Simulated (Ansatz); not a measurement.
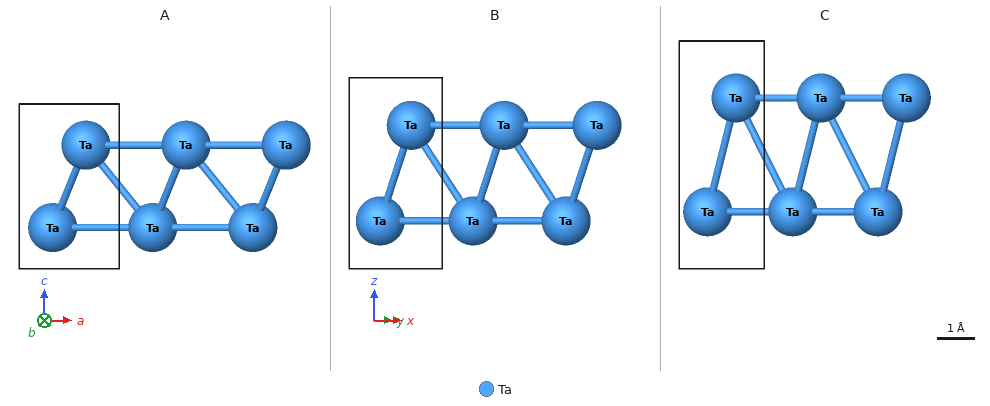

A scan of solid Ta (P6_3/mmc): the ratio of the cell's length along z to its lengths across, counted as 1 for the reference, is changed at fixed volume (a c/a path), with the atoms kept at their fractional coordinates. x, y and z are the Cartesian axes of the input. The picture is a ball-and-stick view of the cell of the calculation, repeated 3 × 2 × 1 with one cell outlined, seen along the b axis.

The calculation used DFT r2SCAN, scalar-relativistic, plane waves, PAW (Ansatz). Set-up: plane-wave cutoff 500 eV; k-point mesh 24 × 24 × 10; occupations gaussian; smearing width 0.15 eV; no spin polarisation. Energies (free energies at the smearing named) are counted from the cell as listed in its source, which wasn't relaxed.

Question: Rank the frames from lowest to highest energy.

Answer: Lowest first: B (the relative ratio 1.00, 0 meV/atom), A (the relative ratio 0.80, 181 meV/atom), C (the relative ratio 1.30, 644 meV/atom). Over the whole scan: the lowest computed point lies at the relative ratio 1.00 (0 meV/atom). The unrelaxed reference is under a pressure of −3.3 GPa. The distortion keeps the space group P6_3/mmc. At the relative ratio 1.30 the cell of the drawing goes a 2.900 → 2.657 Å, b 2.900 → 2.657 Å, c 5.166 → 6.154 Å.
